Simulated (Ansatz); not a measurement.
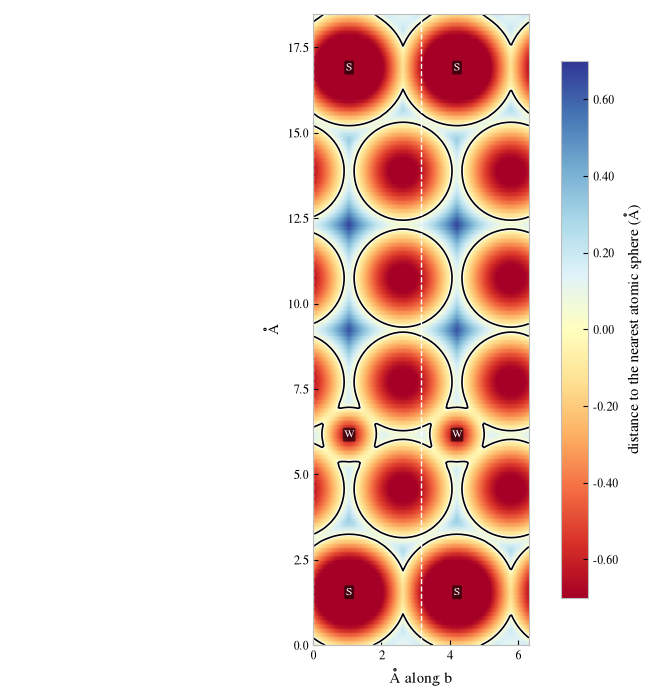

Map of the distance to the nearest atomic sphere in WS$_{2}$ (R3m), computed on the section x = 0.667 (parallel to b and c; the dashed line is one cell). The black line marks the spheres' surfaces; positive values are empty space; unlabelled circles belong to atoms above or below the section.

Hard-sphere model; Shannon crystal radii (six-coordinate where tabulated): W 0.80 Å, S 1.70 Å.

The cell is taken from a calculation's input that goes back to an entry of the Crystallography Open Database (an earlier step may have relaxed or displaced it).

```cif
data_structure
_symmetry_space_group_name_H-M 'P 1'
_symmetry_Int_Tables_number 1
_cell_length_a 3.1580
_cell_length_b 3.1580
_cell_length_c 18.4900
_cell_angle_alpha 90.000
_cell_angle_beta 90.000
_cell_angle_gamma 120.000
_cell_volume 159.70
loop_
_atom_site_label
_atom_site_type_symbol
_atom_site_fract_x
_atom_site_fract_y
_atom_site_fract_z
_atom_site_occupancy
W1 W 0.00000 0.00000 0.00000 1
S1 S 0.66667 0.33333 0.08363 1
S2 S 0.33333 0.66667 0.24767 1
W2 W 0.66667 0.33333 0.33333 1
S3 S 0.33333 0.66667 0.41697 1
S4 S 0.00000 0.00000 0.58100 1
W3 W 0.33333 0.66667 0.66667 1
S5 S 0.00000 0.00000 0.75030 1
S6 S 0.66667 0.33333 0.91433 1
```

**Where is the largest hole in this section, and how large is it?**

At 0.667, 0.333, 0.666 (fractional), where the distance reaches 0.70 Å; it is enclosed by 6 S (then 3 W) in a trigonal prismatic arrangement. It is the largest hole of the crystal.

**How much of the crystal lies outside the spheres?**

About 21 % of the cell's volume, and 22 % of this section's area.

**What can pass through?**

The largest sphere that fits anywhere has a diameter of 1.41 Å; the largest that can travel through the crystal, about 0.6 Å.
